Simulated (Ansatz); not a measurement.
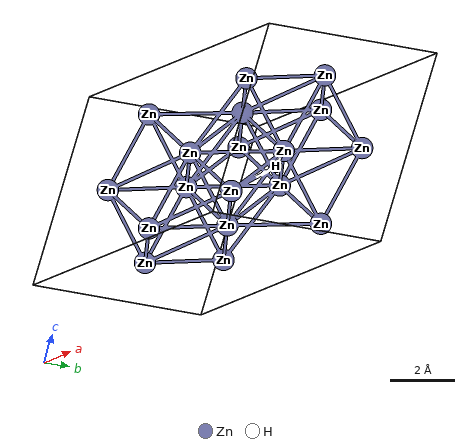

Figure 1. The starting structure (ball-and-stick view of the cell of the calculation, seen at an oblique angle).

## Run report: Zn₁₈H, geometry relaxation (part 1 of 2)

The run: geometry relaxation of Zn₁₈H (defect cell, 19 atoms in the cell). Method and program: DFT PBE, scalar-relativistic, plane waves, PAW, no spin polarisation (Ansatz 0.2.0).

The structure derives from an entry of the Crystallography Open Database. It belongs to a series of runs on one base structure; here: H interstitial, charge +0, atoms relaxed.

Output:
```
Engine: ansatz 0.2.0, aarch64-unknown-linux-gnu
Pseudopotentials: kind: paw
Pseudopotential: Zn, paw, valence charge 12, recommended cutoff 420 eV (normal), Zn.paw.azcp
Pseudopotential: H, paw, valence charge 1, recommended cutoff 420 eV (normal), H.paw.azcp
Functional definition: PBE
  parameter kappa = 0.804
  parameter beta = 0.06672455060314922
  exchange = pbe_x(kappa = kappa, mu = beta*pi^2/3)
  correlation = pbe_c(beta = beta)
Crystal: 19 atoms, lattice volume = 276.076 Å³
Basis set: ecut = 420 eV, 5411 PW (Γ), exchange–correlation on 96×96×96 points (8 copies of the dense FFT grid, shifted against one another)
Bands: 131, of which v1, the nominal top of the filled ones, is band 109 counted from 1 (108 counted from 0)
Symmetry: 1 space group operations
Space group: P1 (ITA 1), of the structure as read, at distance tolerance 6.5e-5 Å
k-points: 32 of 64 (time reversal used)
Non-local potential: Zn, projectors of the file, l = 0: 2, l = 1: 2, l = 2: 3, l = 3: 1
Non-local potential: H, projectors of the file, l = 0: 2, l = 1: 1
PAW form: soft (Blöchl's): semilocal exchange-correlation on the pseudo side does not see the compensation charge
PAW one-centre angular grid: Zn, 590 points (default); XC on 64 Gauss nodes
PAW one-centre angular grid: H, 110 points (default); XC on 64 Gauss nodes
Initial density: superposition of atomic densities (neutral atoms: chi_scale 0, normalization atom), corrected by the library's trained network
Initial wavefunctions: pseudopotential atomic-orbital guess
Functional: x = pbe(κ = 0.804, μ = 0.2195149727645171), c = pbe(β = 0.06672455060314922)
SCF iter   1: F=—  HF=-59757.037068 eV  |F-HF|=—  |Δ(HF+E_count)|=         —  Δρ=2.14e-3  dr2=1.84e-2  ethr=1.77e-3  ⟨swp⟩=6.6  Hψ=18141  notcnv=0  defer=136
preconditioner: auto → Kerker (q_TF=auto, 2.621 Å⁻¹)  [metal: Δε(μ)=0.027 eV  Ē_g=10.706 eV  σ=0.100 eV  W_gap=0.15  n_scr=88 (ndim 8)  ℏωp=32.9 eV  f_vac=0.000  D(μ)=3.05/eV (n_scr^D=14)]
SCF iter   2: F=—  HF=-59757.036191 eV  |F-HF|=—  |Δ(HF+E_count)|=   8.77e-4  Δρ=1.33e-3  dr2=8.16e-3  ethr=8.49e-6  ⟨swp⟩=2.1  Hψ=7349  notcnv=0  defer=159
SCF iter   3: F=—  HF=-59757.034878 eV  |F-HF|=—  |Δ(HF+E_count)|=   1.31e-3  Δρ=7.01e-4  dr2=1.05e-3  ethr=3.76e-6  ⟨swp⟩=2.0  Hψ=7221  notcnv=0  defer=159
SCF iter   4: F=—  HF=-59757.034376 eV  |F-HF|=—  |Δ(HF+E_count)|=   5.02e-4  Δρ=2.13e-4  dr2=1.82e-4  ethr=4.83e-7  ⟨swp⟩=2.0  Hψ=7149  notcnv=0  defer=159
iter 5 did not close the SCF: its close was put off for the readings that it lacked (scf_convergence_deferred on its scf_iter line)
SCF iter   5: F=-59757.034340 eV  HF=-59757.034351 eV  |F-HF|=1.18e-5  |Δ(HF+E_count)|=   2.47e-5  Δρ=6.06e-5  dr2=8.80e-6  ethr=8.37e-8  ⟨swp⟩=2.0  Hψ=7223  notcnv=0  defer=159
SCF iter   6: F=-59757.034339 eV  HF=-59757.034352 eV  |F-HF|=1.24e-5  |Δ(HF+E_count)|=   4.31e-7  Δρ=5.93e-5  dr2=5.80e-6  ethr=4.06e-9  ⟨swp⟩=17.6  Hψ=50987  notcnv=0
SCF 1 converged in 6 iterations: F = -59757.034339 eV  dr2 = 5.80e-6
  greatest PAW one-centre occupation: 0.982 electrons in one spin orbital (limit 2), on the Zn atom at site 9 (counted from 0), in its partial waves of l = 2
relax step   1: F+E_penalty+E_count = -59757.03433946 eV  Δ(F+E_penalty+E_count) = +0.000e0 eV  max|allowed force component| = 1.361e0 eV/Å  Δτ_max = 0.0000 Å  (6 SCF iters, dr2 threshold 1.00e-5 eV, accepted)
Initial density: handed on by an earlier stage of this run
Initial wavefunctions: those handed on with the density
iter 1 solved again at ethr=4.19e-6 eV; its pass at ethr=3.10e-3 eV (dr2=9.10e-3 eV) is discarded
SCF iter   1: F=—  HF=-59757.265217 eV  |F-HF|=—  |Δ(HF+E_count)|=         —  Δρ=2.26e-3  dr2=9.13e-3  ethr=4.19e-6  ⟨swp⟩=2.0  Hψ=18866  notcnv=0  defer=310
preconditioner: auto → Kerker (q_TF=auto, 2.621 Å⁻¹)  [metal: Δε(μ)=0.035 eV  Ē_g=10.703 eV  σ=0.100 eV  W_gap=0.19  n_scr=88 (ndim 8)  ℏωp=32.9 eV  f_vac=0.000  D(μ)=3.14/eV (n_scr^D=14)]
SCF iter   2: F=—  HF=-59757.263820 eV  |F-HF|=—  |Δ(HF+E_count)|=   1.40e-3  Δρ=1.25e-3  dr2=3.17e-3  ethr=4.19e-6  ⟨swp⟩=2.5  Hψ=5497  notcnv=0  defer=310
SCF iter   3: F=—  HF=-59757.263701 eV  |F-HF|=—  |Δ(HF+E_count)|=   1.18e-4  Δρ=7.36e-4  dr2=9.47e-4  ethr=1.46e-6  ⟨swp⟩=2.0  Hψ=7233  notcnv=0  defer=310
SCF iter   4: F=—  HF=-59757.263190 eV  |F-HF|=—  |Δ(HF+E_count)|=   5.12e-4  Δρ=1.61e-4  dr2=6.18e-5  ethr=4.37e-7  ⟨swp⟩=2.0  Hψ=7233  notcnv=0  defer=310
SCF iter   5: F=-59757.263188 eV  HF=-59757.263194 eV  |F-HF|=5.99e-6  |Δ(HF+E_count)|=   3.61e-6  Δρ=4.24e-5  dr2=4.96e-6  ethr=2.85e-8  ⟨swp⟩=18.1  Hψ=52344  notcnv=0
SCF 2 converged in 5 iterations: F = -59757.263188 eV  dr2 = 4.96e-6
  greatest PAW one-centre occupation: 0.982 electrons in one spin orbital (limit 2), on the Zn atom at site 17 (counted from 0), in its partial waves of l = 2
relax step   2: F+E_penalty+E_count = -59757.26318759 eV  Δ(F+E_penalty+E_count) = -2.288e-1 eV  max|allowed force component| = 6.309e-1 eV/Å  Δτ_max = 0.0954 Å  (5 SCF iters, dr2 threshold 1.00e-4 eV, accepted)
SCF iter   1: F=—  HF=-59757.396519 eV  |F-HF|=—  |Δ(HF+E_count)|=         —  Δρ=3.40e-3  dr2=2.41e-2  ethr=1.07e-4  ⟨swp⟩=4.3  Hψ=14291  notcnv=0  defer=426
preconditioner: auto → Kerker (q_TF=auto, 2.621 Å⁻¹)  [metal: Δε(μ)=0.074 eV  Ē_g=10.692 eV  σ=0.100 eV  W_gap=0.39  n_scr=88 (ndim 8)  ℏωp=32.9 eV  f_vac=0.000  D(μ)=3.05/eV (n_scr^D=14)]
SCF iter   2: F=—  HF=-59757.392854 eV  |F-HF|=—  |Δ(HF+E_count)|=   3.67e-3  Δρ=1.98e-3  dr2=9.19e-3  ethr=1.11e-5  ⟨swp⟩=1.0  Hψ=4832  notcnv=0  defer=431
SCF iter   3: F=—  HF=-59757.391978 eV  |F-HF|=—  |Δ(HF+E_count)|=   8.76e-4  Δρ=9.76e-4  dr2=1.66e-3  ethr=4.24e-6  ⟨swp⟩=2.0  Hψ=7225  notcnv=0  defer=431
SCF iter   4: F=—  HF=-59757.391050 eV  |F-HF|=—  |Δ(HF+E_count)|=   9.28e-4  Δρ=2.67e-4  dr2=1.37e-4  ethr=7.64e-7  ⟨swp⟩=2.0  Hψ=7208  notcnv=0  defer=431
SCF iter   5: F=-59757.391049 eV  HF=-59757.391063 eV  |F-HF|=1.41e-5  |Δ(HF+E_count)|=   1.33e-5  Δρ=7.23e-5  dr2=1.31e-5  ethr=1.15e-8  ⟨swp⟩=15.8  Hψ=42718  notcnv=0
SCF 3 converged in 5 iterations: F = -59757.391049 eV  dr2 = 1.31e-5
relax step   3: F+E_penalty+E_count = -59757.39104913 eV  Δ(F+E_penalty+E_count) = -1.279e-1 eV  max|allowed force component| = 1.132e-1 eV/Å  Δτ_max = 0.1166 Å  (5 SCF iters, dr2 threshold 2.49e-5 eV, accepted)
SCF iter   1: F=—  HF=-59757.436348 eV  |F-HF|=—  |Δ(HF+E_count)|=         —  Δρ=4.39e-3  dr2=4.24e-2  ethr=1.86e-4  ⟨swp⟩=5.9  Hψ=13411  notcnv=0  defer=440
preconditioner: auto → Resta (q_TF=auto, 2.621 Å⁻¹)  ε∞=10.5  [insulator: Δε(μ)=0.157 eV  Ē_g=10.693 eV  σ=0.100 eV  W_gap=0.73  n_scr=88 (ndim 8)  ℏωp=32.9 eV  f_vac=0.000  D(μ)=2.48/eV (n_scr^D=14)  ε∞_Penn≈10.5]
SCF iter   2: F=—  HF=-59757.429471 eV  |F-HF|=—  |Δ(HF+E_count)|=   6.88e-3  Δρ=2.54e-3  dr2=1.47e-2  ethr=1.95e-5  ⟨swp⟩=1.0  Hψ=4832  notcnv=0  defer=441
SCF iter   3: F=—  HF=-59757.428567 eV  |F-HF|=—  |Δ(HF+E_count)|=   9.05e-4  Δρ=1.39e-3  dr2=3.22e-3  ethr=6.78e-6  ⟨swp⟩=2.0  Hψ=7221  notcnv=0  defer=441
SCF iter   4: F=—  HF=-59757.426716 eV  |F-HF|=—  |Δ(HF+E_count)|=   1.85e-3  Δρ=3.36e-4  dr2=1.98e-4  ethr=1.48e-6  ⟨swp⟩=2.0  Hψ=7199  notcnv=0  defer=441
SCF iter   5: F=—  HF=-59757.426702 eV  |F-HF|=—  |Δ(HF+E_count)|=   1.38e-5  Δρ=6.41e-5  dr2=8.09e-6  ethr=9.14e-8  ⟨swp⟩=2.0  Hψ=7224  notcnv=0  defer=441
SCF iter   6: F=—  HF=-59757.426702 eV  |F-HF|=—  |Δ(HF+E_count)|=   1.22e-9  Δρ=4.53e-5  dr2=3.18e-6  ethr=3.73e-9  ⟨swp⟩=2.0  Hψ=7221  notcnv=0  defer=441
SCF iter   7: F=-59757.426700 eV  HF=-59757.426700 eV  |F-HF|=4.43e-8  |Δ(HF+E_count)|=   1.49e-6  Δρ=1.18e-5  dr2=2.67e-7  ethr=3.69e-10  ⟨swp⟩=14.2  Hψ=37181  notcnv=0
SCF 4 converged in 7 iterations: F = -59757.426700 eV  dr2 = 2.67e-7
  greatest PAW one-centre occupation: 0.982 electrons in one spin orbital (limit 2), on the Zn atom at site 11 (counted from 0), in its partial waves of l = 2
relax step   4: F+E_penalty+E_count = -59757.42670045 eV  Δ(F+E_penalty+E_count) = -3.565e-2 eV  max|allowed force component| = 7.253e-2 eV/Å  Δτ_max = 0.2000 Å  (7 SCF iters, dr2 threshold 8.01e-7 eV, accepted)
SCF iter   1: F=—  HF=-59757.430772 eV  |F-HF|=—  |Δ(HF+E_count)|=         —  Δρ=8.69e-4  dr2=1.41e-3  ethr=7.57e-6  ⟨swp⟩=4.0  Hψ=9655  notcnv=0  defer=447
preconditioner: auto → Resta (q_TF=auto, 2.621 Å⁻¹)  ε∞=10.5  [insulator: Δε(μ)=0.160 eV  Ē_g=10.707 eV  σ=0.100 eV  W_gap=0.74  n_scr=88 (ndim 8)  ℏωp=32.9 eV  f_vac=0.000  D(μ)=2.52/eV (n_scr^D=14)  ε∞_Penn≈10.5]
SCF iter   2: F=—  HF=-59757.430579 eV  |F-HF|=—  |Δ(HF+E_count)|=   1.93e-4  Δρ=5.01e-4  dr2=5.16e-4  ethr=6.51e-7  ⟨swp⟩=1.0  Hψ=4832  notcnv=0  defer=447
SCF iter   3: F=—  HF=-59757.430532 eV  |F-HF|=—  |Δ(HF+E_count)|=   4.68e-5  Δρ=2.38e-4  dr2=9.26e-5  ethr=2.38e-7  ⟨swp⟩=2.0  Hψ=7217  notcnv=0  defer=447
SCF iter   4: F=—  HF=-59757.430454 eV  |F-HF|=—  |Δ(HF+E_count)|=   7.84e-5  Δρ=5.99e-5  dr2=7.01e-6  ethr=4.27e-8  ⟨swp⟩=2.0  Hψ=7214  notcnv=0  defer=447
SCF iter   5: F=—  HF=-59757.430444 eV  |F-HF|=—  |Δ(HF+E_count)|=   9.97e-6  Δρ=1.25e-5  dr2=3.41e-7  ethr=3.23e-9  ⟨swp⟩=2.0  Hψ=7220  notcnv=0  defer=447
SCF iter   6: F=—  HF=-59757.430444 eV  |F-HF|=—  |Δ(HF+E_count)|=   2.19e-8  Δρ=9.05e-6  dr2=1.28e-7  ethr=4.61e-11  ⟨swp⟩=16.5  Hψ=38765  notcnv=0
SCF iter   7: F=-59757.430444 eV  HF=-59757.430444 eV  |F-HF|=1.60e-9  |Δ(HF+E_count)|=   6.59e-8  Δρ=2.48e-6  dr2=1.29e-8  ethr=4.61e-11  ⟨swp⟩=8.6  Hψ=29527  notcnv=0
SCF 5 converged in 7 iterations: F = -59757.430444 eV  dr2 = 1.29e-8
relax step   5: F+E_penalty+E_count = -59757.43044373 eV  Δ(F+E_penalty+E_count) = -3.743e-3 eV  max|allowed force component| = 1.570e-2 eV/Å  Δτ_max = 0.0273 Å  (7 SCF iters, accepted)
```

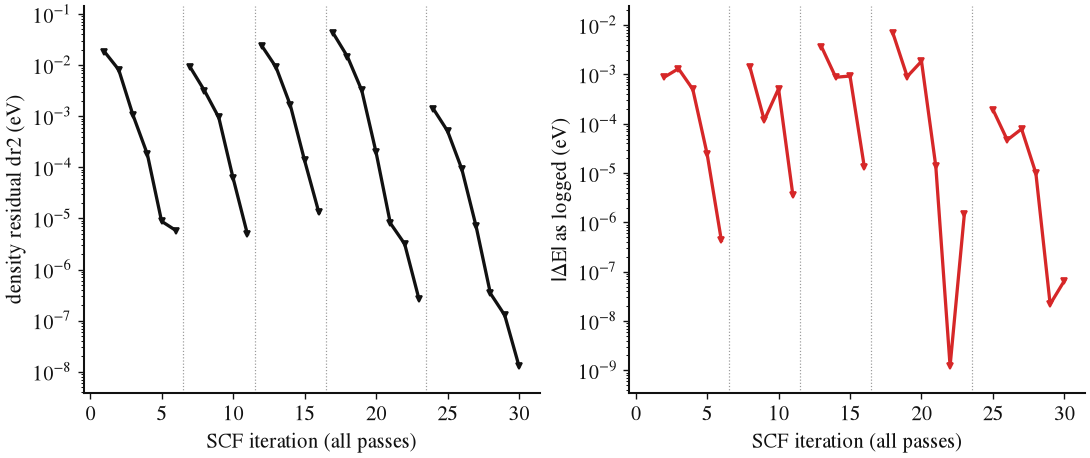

Figure 2. Convergence of the self-consistent field: density residual dr2 and size of the energy change against the SCF iteration. The dotted lines part the SCF passes of the relaxation: geometry steps, rejected trials and re-solves on a re-selected basis. The 5 passes take 5 to 7 iterations each, 30 in all.

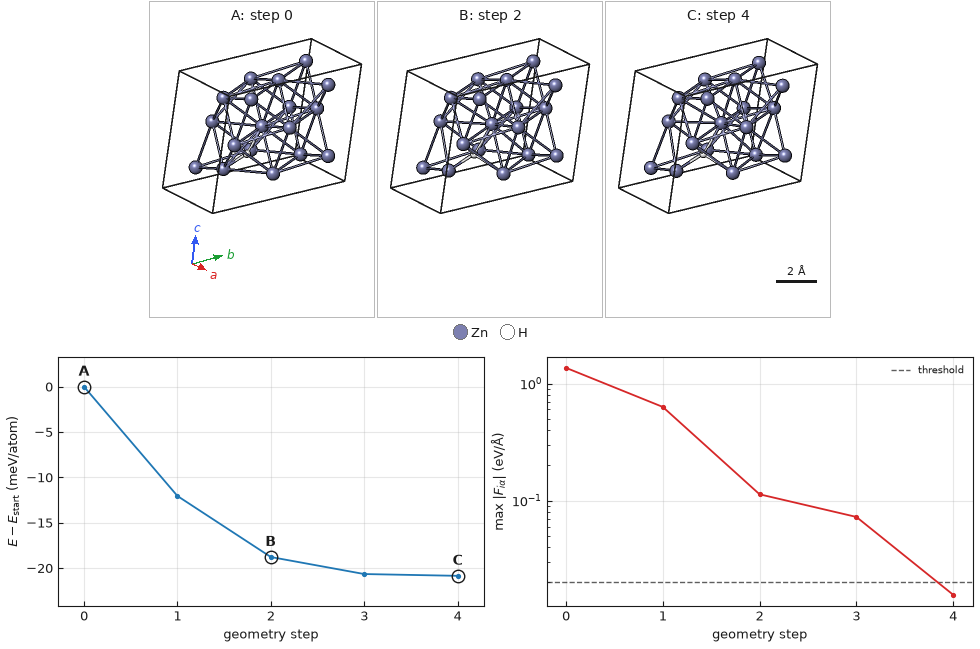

Figure 3. Frames of the relaxation (ball-and-stick view of the cell of the calculation (origin shifted), seen slightly off an axis) above the curves, on which the letters mark them (the first geometry is step 0 here and step 1 in the log).

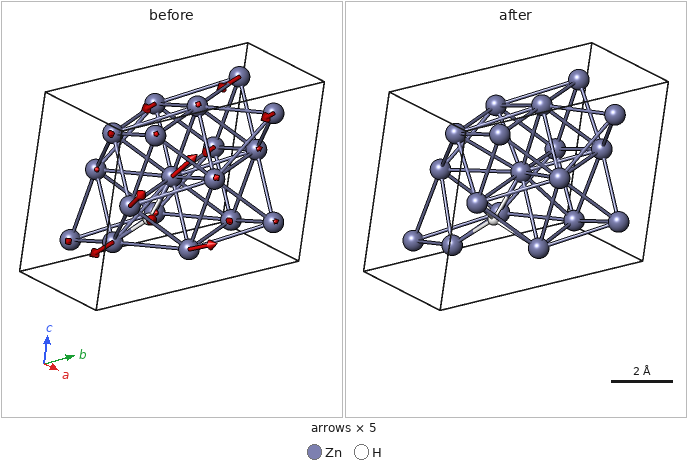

Figure 4. Before (left) and after (right) the relaxation, at one scale (ball-and-stick view of the cell of the calculation (origin shifted), seen slightly off an axis). The red arrows give the displacements, magnified 5 times. The energy falls by 20.8 meV per atom in 4 geometry steps. The largest force component goes from 1.4 to 0.016 eV/Å. The largest move is that of Zn10, 0.25 Å. Largest moves by element: Zn 0.25 Å, H 0.19 Å. The cell doesn't change. Among the contacts that change: Zn4–Zn10 2.974 → 3.424 Å, Zn4–Zn18 2.974 → 3.414 Å, Zn4–H19 1.720 → 2.087 Å, Zn10–H19 1.623 → 1.846 Å. Among the angles that change: Zn4–H19–Zn18 113.3° → 120.4°, Zn10–H19–Zn13 102.1° → 96.3°, Zn4–H19–Zn10 125.6° → 121.0°. (Atoms are counted from 1 in the order of the input.)

```
SCF converged after 7 iterations
Free energy (F): -59757.430444 eV
Harris-Foulkes:  -59757.430444 eV  (|F-HF|=1.60e-9)
Internal energy: -59757.417838 eV  (E = F + TS)
E sigma→0 (E₀):  -59757.424141 eV
Entropy (-TS):   -0.012606 eV (-0.663 meV/atom)
Fermi energy:    11.179627 eV
--- Per-component energies (eV) ---
  E_band       = 862.642086
  E_kinetic    = 2374.037117
  E_local      = -27881.245225  (includes V_loc(G=0)·N_el)
  E_nonlocal   = 10987.431777
  E_hartree    = 11694.223225
  E_xc         = -2490.204068
  E_vxc        = -961.934101  (∫ρ·V_xc dr)
  E_paw        = -32842.420304  (= ΣΔE_a)
  E_vpaw       = -7044.093326  (= ΣTr[D̂ρ^β])
  E_aug_tail   = -0.007825  (compensation charges beyond the density's cutoff)
  E_ewald      = -21599.232535
  E_smearing   = -0.012606  (= −TS)
  E_closure    = 0.000000  (closes the sum)
  Σ components = -59757.430444   (vs F -59757.430444, Δ=0.00e0)
--- Forces (eV/Å), atoms counted from 1 ---
  atom   1  Zn     0.00120754    -0.00036532     0.00126904
  atom   2  Zn     0.00012522     0.00098618     0.00124849
  atom   3  Zn    -0.00146903    -0.00036987     0.00114492
  atom   4  Zn    -0.00013650    -0.00047350    -0.01394067
  atom   5  Zn    -0.00000073     0.00006377     0.01570163
  atom   6  Zn     0.00003000     0.00020822    -0.01058173
  atom   7  Zn    -0.00111659    -0.00106209     0.00109848
  atom   8  Zn    -0.00002736     0.00099471     0.00118314
  atom   9  Zn     0.00103493    -0.00075201     0.00116170
  atom  10  Zn     0.00007357     0.00945732    -0.00376957
  atom  11  Zn     0.00474057     0.00333794     0.00009667
  atom  12  Zn    -0.00332157    -0.00172813     0.00163857
  atom  13  Zn     0.00848309    -0.00477129    -0.00306478
  atom  14  Zn    -0.00450840     0.00352327     0.00005024
  atom  15  Zn     0.00366540    -0.00200705     0.00177081
  atom  16  Zn     0.00031061    -0.00559905     0.00009443
  atom  17  Zn    -0.00006961     0.00497019     0.00199804
  atom  18  Zn    -0.00858970    -0.00490346    -0.00259539
  atom  19  H     -0.00043232    -0.00151298     0.00549700
  max |Σ_I F_I| component: 3.15e-6 eV/Å
--- Band table (eV; the first three rows and the last of 32) ---
  k-point 0: bands = ["0.4603", "2.0290", "2.3381", "2.5774", "2.5779", "2.5964", "2.6337", "2.6340", "2.6627", "2.6698", "2.6701", "2.7187", "2.7312", "2.7324", "2.8391", "2.9282", "2.9291", "2.9363", "2.9539", "2.9539", "2.9686", "2.9852", "2.9857", "3.0234", "3.0241", "3.0533", "3.0741", "3.1187", "3.1378", "3.1378", "3.1429", "3.1674", "3.1675", "3.2044", "3.2050", "3.2061", "3.2346", "3.2746", "3.2747", "3.3173", "3.3178", "3.3727", "3.3731", "3.4419", "3.4428", "3.4545", "3.4547", "3.4902", "3.5172", "3.5325", "3.5334", "3.5974", "3.5975", "3.6134", "3.6144", "3.6476", "3.6479", "3.6734", "3.6744", "3.6807", "3.7008", "3.7010", "3.7185", "3.7186", "3.7275", "3.7284", "3.7294", "3.7308", "3.7797", "3.7798", "3.7980", "3.8078", "3.8259", "3.8264", "3.8299", "3.8421", "3.8426", "3.8644", "3.8697", "3.8704", "3.9164", "3.9167", "3.9231", "3.9232", "3.9320", "3.9323", "3.9427", "3.9637", "3.9687", "3.9845", "3.9847", "4.3583", "4.7176", "4.7177", "5.2151", "5.6758", "5.6759", "5.7931", "6.0440", "6.1755", "6.1756", "7.8270", "8.1400", "8.1405", "8.7301", "10.5350", "11.3021", "11.3169", "11.3171", "11.4291", "11.4293", "12.8383", "13.2340", "13.2347", "14.4339", "14.9276", "14.9285", "15.2673", "15.2997", "15.3003", "15.6485", "15.6496", "15.6622", "15.6838", "15.8104", "15.8113", "15.9690", "16.1969", "16.1977", "17.2015", "17.4286"]
```
